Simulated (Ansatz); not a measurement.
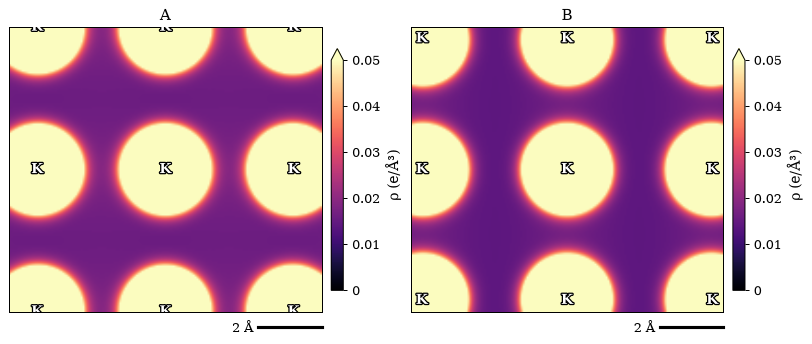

K. The valence charge density (pseudo) of two cells that differ in size and shape, on the (100) plane of each (indices in the axes of the calculation cell), at one length scale and on one colour scale: B has 84.4 Å³ an atom and A 71.5.

All numbers below come from DFT r2SCAN, scalar-relativistic, plane waves, PAW in Ansatz.

The larger cell:

```
K
1.0
     4.54083    0.00000    0.00000
     0.00000    4.54083    0.00000
     0.00000    0.00000    4.09129
K
1
Cartesian
  0.0000 0.0000 0.0000
```

The smaller cell: a = 4.010 Å, b = 4.010 Å, c = 4.450 Å, α = 90.00°, β = 90.00°, γ = 90.00°.

What does the compression do to the bonding and the properties?

Answer. From the larger cell to the smaller, K–K goes from 4.09 to 4.01 Å, and the density at its midpoint from 0.02 to 0.02 e/Å³; the pressure goes from −0.1 to 0.4 GPa.
